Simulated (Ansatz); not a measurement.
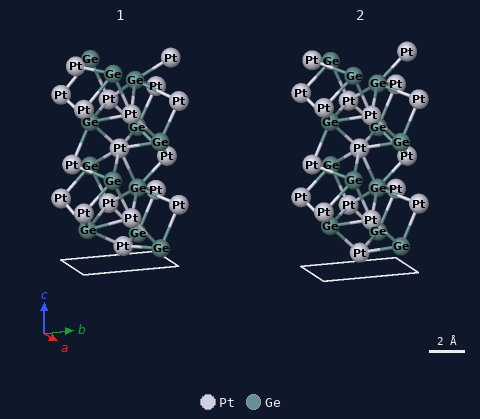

Two geometries of a slab of composition GePt (cut from the Pnma phase), drawn at one scale. One is the start of a relaxation, the other its converged end. A ball-and-stick model of the cell of the calculation, outlined in the plane, without the vacuum (origin shifted), seen slightly off an axis.

All numbers below come from DFT PBE, scalar-relativistic, plane waves, PAW (Ansatz). Settings: plane-wave cutoff 420 eV; k-point mesh 9 × 6 × 1; occupations gaussian; smearing width 0.1 eV; no spin polarisation; dipole correction; atoms relaxed in a fixed cell; force threshold 0.02 eV/Å; at most 60 steps.

Which of the two is the end point?

Answer. Structure 1 is the relaxed one. The slab is the (0 0 1) face of GePt. The largest moves relative to the layer's centre, 0.44 Å, are those of Pt atoms. Largest moves by element: Pt 0.44 Å, Ge 0.26 Å. The lattice vectors keep their values. Among the contacts that change: Ge–Pt 2.702 → 2.466 Å, Ge–Pt 2.702 → 2.898 Å, Ge–Pt 2.512 → 2.659 Å, Ge–Pt 2.678 → 2.589 Å. Bond angles that change, for instance: Ge–Pt–Ge 108.9° → 123.1°, Pt–Ge–Pt 119.9° → 108.7°, Pt–Ge–Pt 87.7° → 98.8°. Over 4 accepted moves (5 points after the start) the energy falls by 1.143 eV per cell of the calculation. The largest force component goes from 1.7 to 0.016 eV/Å. The line search rejected the trial step at point 4 of the run.
